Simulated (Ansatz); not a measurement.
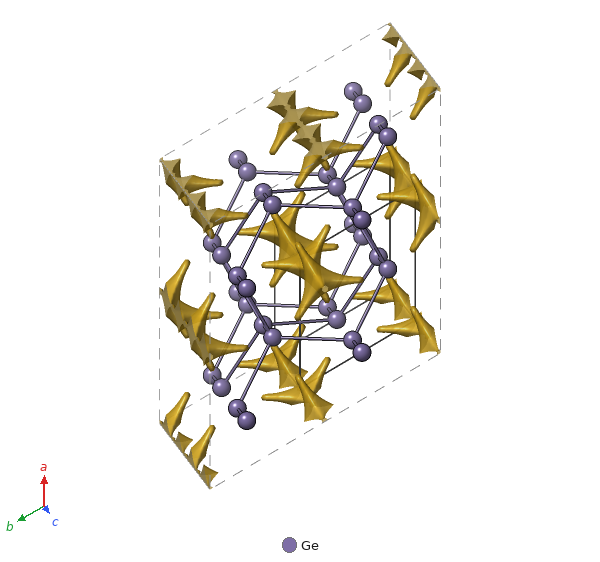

The yellow surface encloses the points that the centre of a probe sphere of radius 1.00 Å can occupy in Ge in space group P6_3/mmc, computed on a grid of about 0.11 Å (2×2×2 cells shown, view nearly along [001]; pale faces close the region where the box cuts it).

Hard-sphere model; touching radii (half the shortest distance): Ge 1.23 Å.

Source of the atomic positions: the end point of a relaxation with DFT r2SCAN, scalar-relativistic, plane waves, PAW in Ansatz.

```cif
data_structure
_symmetry_space_group_name_H-M 'P6_3/mmc'
_symmetry_Int_Tables_number 194
_cell_length_a 3.9956
_cell_length_b 3.9956
_cell_length_c 6.6027
_cell_angle_alpha 90.000
_cell_angle_beta 90.000
_cell_angle_gamma 120.000
_cell_volume 91.29
loop_
_atom_site_label
_atom_site_type_symbol
_atom_site_symmetry_multiplicity
_atom_site_Wyckoff_symbol
_atom_site_fract_x
_atom_site_fract_y
_atom_site_fract_z
_atom_site_occupancy
Ge1 Ge 4 f 0.66667 0.33333 0.06298 1
```

Do these regions connect?

Answer. Where they connect, they form one-dimensional channels along [001].

What share of the cell can the probe's centre reach?

Answer. About 2.1 % of the volume (1.9 Å³ of 91.3 Å³).

Give the largest included and the largest free sphere.

Answer. The largest sphere that fits anywhere has a diameter of 2.78 Å; the largest that can travel through the crystal, about 2.2 Å.

How does the connectivity change as the probe shrinks?

Answer. Below a radius of about 1.08 Å the space forms one-dimensional channels along [001]. Below a radius of about 0.91 Å the space forms a three-dimensional network. These are grid estimates, good to about 0.05 Å.
